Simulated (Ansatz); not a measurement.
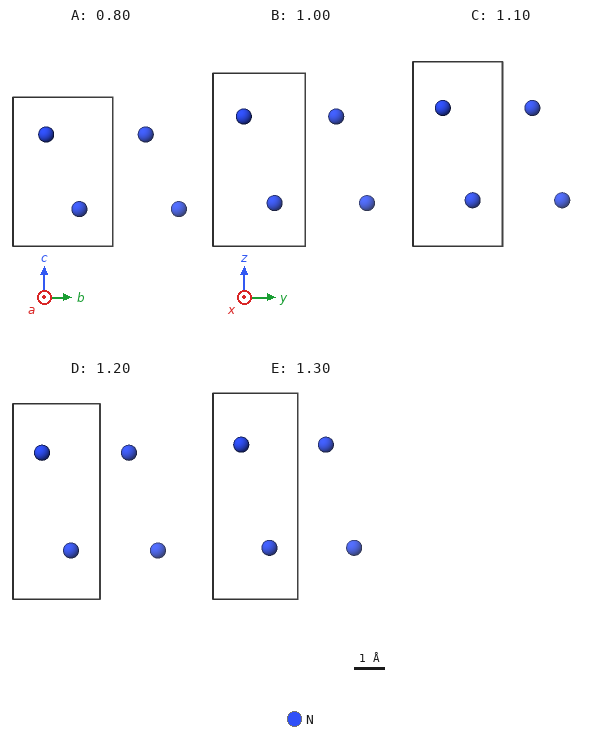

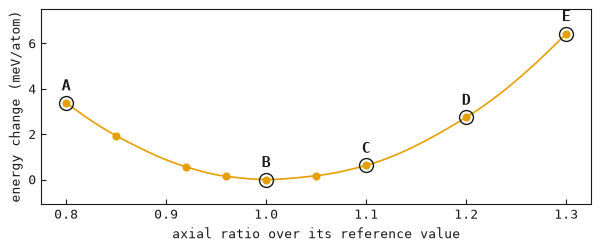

Solid N (P6_3/mmc): the ratio of the cell's length along z to its lengths across, counted as 1 for the reference, is changed at fixed volume (a c/a path), with the atoms kept at their fractional coordinates. x, y and z are the Cartesian axes of the input. The lettered frames are marked on the plot. Style: ball-and-stick. Shown: the cell of the calculation, repeated 2 × 2 × 1 with one cell outlined, along the a axis.

Computed with DFT LDA, scalar-relativistic, plane waves, PAW in Ansatz 0.2.0. Settings: plane-wave cutoff 420 eV; k-point mesh 12 × 12 × 6; occupations gaussian; smearing width 0.05 eV; collinear spin. Energies (free energies at the smearing named) are counted from the cell as listed in its source, which wasn't relaxed.

Describe the profile.

Answer. Of the computed points the lowest is at the relative ratio 1.00, 0.00 meV/atom. The end points stand at 3.38 meV/atom (0.80) and 6.44 meV/atom (1.30). The distortion keeps the space group P6_3/mmc. At the relative ratio 1.30 the cell of the drawing goes a 3.629 → 3.325 Å, b 3.629 → 3.325 Å, c 5.890 → 7.016 Å.

The computed points:

```csv
axial ratio over its reference value,energy change (meV/atom)
0.80,3.38
0.85,1.93
0.92,0.56
0.96,0.14
1.00,0.00
1.05,0.17
1.10,0.62
1.20,2.74
1.30,6.44
```

Limits of the set-up: layers or molecules are held without a dispersion correction, so their spacing is unreliable.
